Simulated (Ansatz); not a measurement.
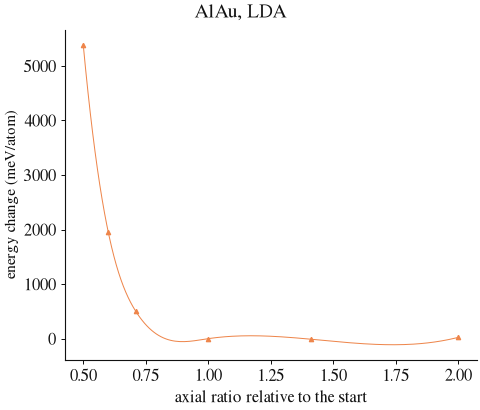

Plotted: energy change against relative axial ratio for AlAu, space group Pm-3m (No. 221).

Structure:
```yaml
crystal:
  lattice:
    - [3.22394, 0.00000, 0.00000]
    - [0.00000, 3.22394, 0.00000]
    - [0.00000, 0.00000, 3.22394]
  atoms:
    - { symbol: Al, position: [0.00000, 0.00000, 0.00000] }
    - { symbol: Au, position: [0.50000, 0.50000, 0.50000] }
```

Computed with Ansatz 0.2.0: deformation of a crystal at fixed volume, lengths along the axis scaled against those across it, fractional coordinates fixed, by plane-wave density functional theory with PAW datasets, free energies less that of the undisturbed cell; scalar-relativistic. Level: LDA, no spin polarisation.

| setting | value |
| --- | --- |
| wave cutoff | 420 eV |
| k mesh | 16×16×16 |
| occupations | Gaussian |
| smearing width | 0.15 eV |
| k shift | (0, 0, 0) (mesh steps) |
| start | as given |
| path | trigonal |
| axis direction | (0.5774, 0.5774, 0.5774) (Cartesian unit vector) |

Question: Where does the curve of the energy change have its lowest point?

Answer: The lowest computed point is at relative axial ratio 1.41 (−10 meV/atom).

Keep in mind: atoms far too close at some points of the scan; reference crystal is not relaxed.

The computed values:

```csv
axial ratio relative to the start,energy change (meV/atom)
0.50,5385
0.60,1953
0.71,502
1.00,0
1.41,-10
2.00,24
```
